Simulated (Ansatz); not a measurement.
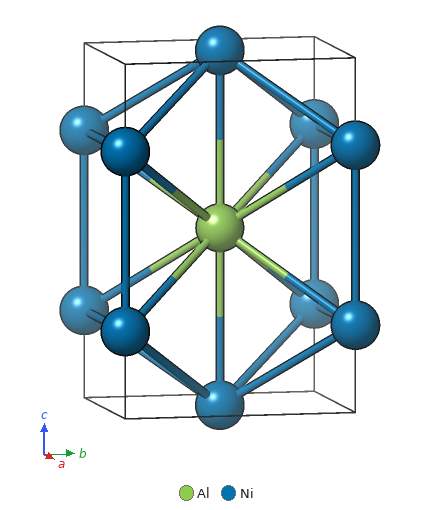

Shown here is a ball-and-stick view of the crystal, taken slightly off an axis. The outline marks the simulation cell.

```
CELL_PARAMETERS angstrom
2.61594 0.00000 0.00000
0.00000 3.39858 0.00000
0.00000 0.00000 5.14007
ATOMIC_POSITIONS crystal
Al 0.50000 0.50000 0.50000
Ni 0.00000 0.00000 0.75357
Ni 0.00000 0.00000 0.24643
Ni 0.50000 0.50000 0.00000
```

Results below were computed with DFT PBE, scalar-relativistic, plane waves, PAW (Ansatz 0.2.0); the settings were a kinetic-energy cutoff of 420 eV, k-mesh 18×14×10, Gaussian smearing of 0.1 eV, no spin polarisation (a spin-restricted run, not always the ground state).

### What charge does Bader's analysis assign to each element?

Al +1.72 e; Ni -0.73 to -0.26 e.

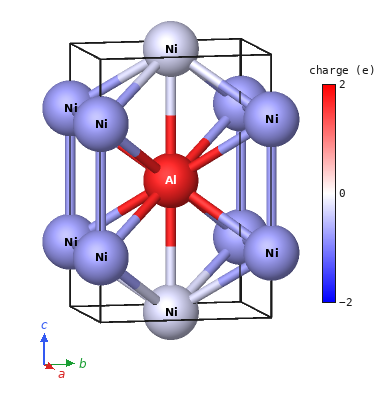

The atoms coloured by those charges.

The cell started as a structure type filled with these elements by a generator (whether the compound takes this form wasn't checked). Earlier steps of the study, as a rule a relaxation of our own, may have changed the cell and positions, so they can lie some per cent off the listed ones. It was run through Ansatz as a DFT input.
